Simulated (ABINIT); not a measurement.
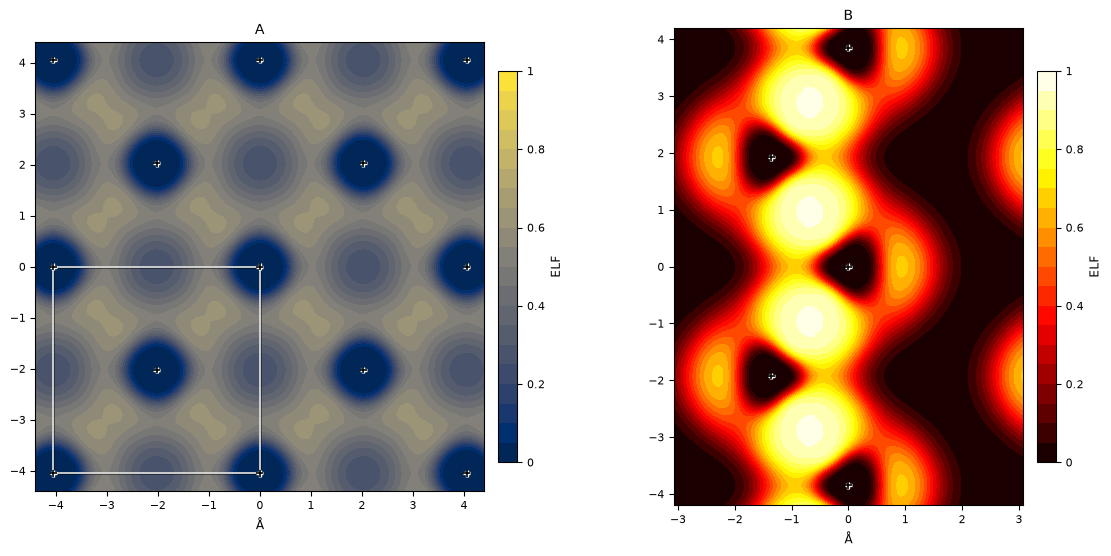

The electron localisation function of 2 systems, each on a plane through atoms (crosses mark nuclei in the plane).

Theory: ABINIT, Kohn-Sham DFT of a periodic cell, HLE16, PseudoDojo NC SR PBE v0.4.1 standard.

System 1: Si, the (101) plane of the conventional cell. Space group Fd-3m; a structure from a database of computed crystals, not necessarily the ambient phase; computed pressure about −14 GPa in this cell.

```xyz
8
Lattice="5.4437 0.0000 0.0000 0.0000 5.4437 0.0000 0.0000 0.0000 5.4437" Properties=species:S:1:pos:R:3 pbc="T T T"
Si    0.0000    0.0000    0.0000
Si    2.7219    2.7219    0.0000
Si    2.7219    0.0000    2.7219
Si    0.0000    2.7219    2.7219
Si    1.3609    1.3609    1.3609
Si    4.0828    4.0828    1.3609
Si    4.0828    1.3609    4.0828
Si    1.3609    4.0828    4.0828
```

System 2: Al, the (010) plane of the conventional cell. Space group Fm-3m; computed pressure about −25 GPa in this cell.

Match each panel to its system.

Answer. Panel A is system 2, Al: the plane holds Al. Al–Al (2.86 Å): the ELF peaks at about 0.60 between the atoms. Panel B is system 1, Si: the plane holds Si. Si–Si (2.36 Å): the ELF peaks at about 0.95 between the atoms (a shared electron pair).
